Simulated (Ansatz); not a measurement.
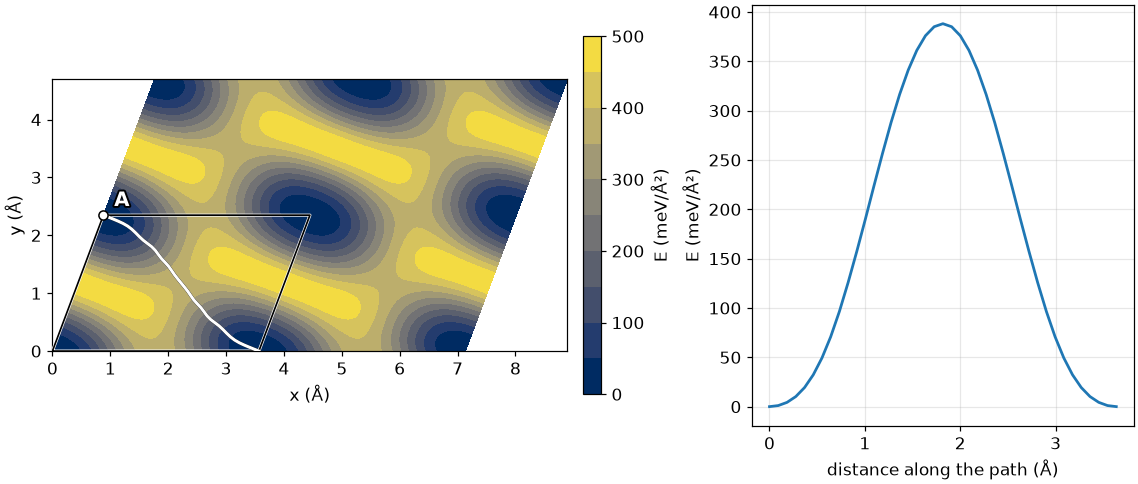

BN (Fmm2, No. 42; 8 atoms in the cell). 
- The crystal above one (0 0 1) plane is slid rigidly over the crystal below it (one fault a cell, nothing relaxed).
- Places are given modulo a cell vector. The map is drawn in real space over the plane of the slide.
- The grid has 6 × 6 points; 13 points were computed and 23 follow by symmetry.
- Energies: meV/Å², counted from the lowest grid point.
- Method: Ansatz 0.2.0, DFT PBE+D3(BJ), scalar-relativistic, plane waves, PAW. Settings: cutoff 420 eV, k-mesh 7×9×3 in the order of the run's cell vectors, gaussian smearing 0.05 eV, no spin polarisation.

Drawn: filled contours, a line along the lowest path, the outline of one cell of the 2 × 2 shown, the energy along the path at the right, the start A. Between grid points the surface is interpolated.

Describe the path and its barrier.

The easiest path leads from the well at (0/6, 0/6) of the cell vectors to its copy one period on. Its highest point lies about 390 meV/Å² above the bottom of the first well on the interpolated surface, at (3/6, 3/6) of the cell vectors. The start is the relaxed structure and all else is held, so a fully relaxed path at this level can only be lower.
